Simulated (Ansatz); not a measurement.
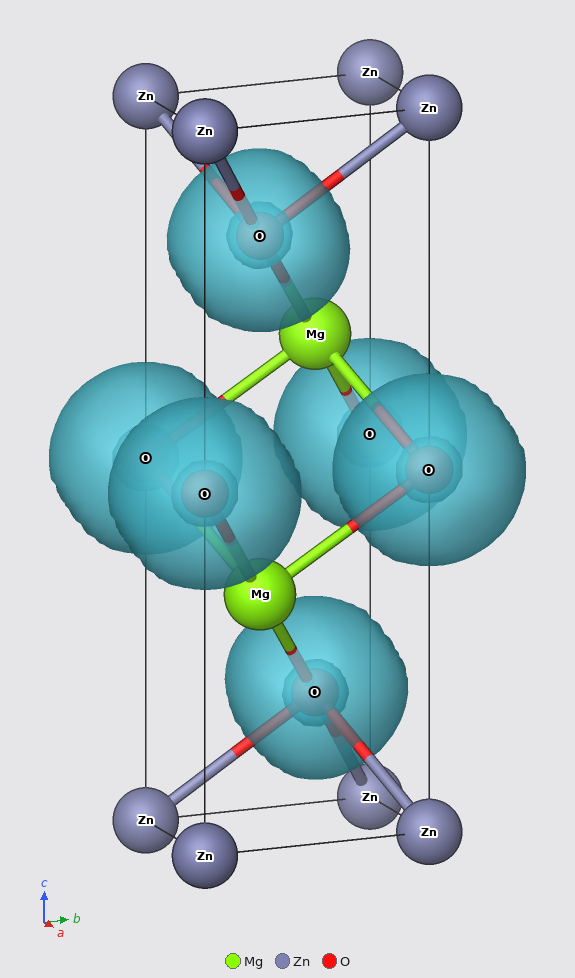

Figure. Mg$_{2}$ZnO$_{3}$. Isosurface of the electron localisation function at 0.65 (cyan), seen slightly off an axis. Only the valence region is drawn (cores and ρ < 0.01 e/Å³ removed). Sticks mark near contacts.

Space group P-3m1; a structure from a database of computed crystals, not necessarily the ambient phase.

Theory: DFT PBEsol, scalar-relativistic, plane waves, PAW (Ansatz).

Core electrons are frozen (PAW), and the valence fields are smoothed inside the atomic spheres.

```yaml
crystal:
  lattice:
    - [2.99686, 0.00000, 0.00000]
    - [-1.49843, 2.59536, 0.00000]
    - [0.00000, 0.00000, 7.30669]
  atoms:
    - { symbol: Mg, position: [0.33333, 0.66667, 0.66632] }
    - { symbol: Mg, position: [0.66667, 0.33333, 0.33368] }
    - { symbol: Zn, position: [0.00000, 0.00000, 0.00000] }
    - { symbol: O, position: [0.33333, 0.66667, 0.17119] }
    - { symbol: O, position: [0.66667, 0.33333, 0.82881] }
    - { symbol: O, position: [0.00000, 0.00000, 0.50000] }
```

**Where are the electrons localised?**

At this value the surface marks out three regions wrapped around O (the valence shell of each), counted in one cell of 6 atoms. Regions shared between cells count once. Profiles from the grid: Mg–O (2.10 Å): the ELF peaks at about 0.85 in the valence shell of O, 0.6 Å from its nucleus, and is about 0.30 at the midpoint: a closed-shell, largely ionic contact. Zn–O (2.14 Å): the ELF peaks at about 0.80 in the valence shell of O, 0.6 Å from its nucleus, and is about 0.20 at the midpoint: no shared electron pair shows on this line.

**Metal or insulator at this level of theory?**

It is gapped, with a Kohn–Sham gap of 3.1 eV on the k-point mesh (the band edges may lie off the mesh, which would make the gap smaller).
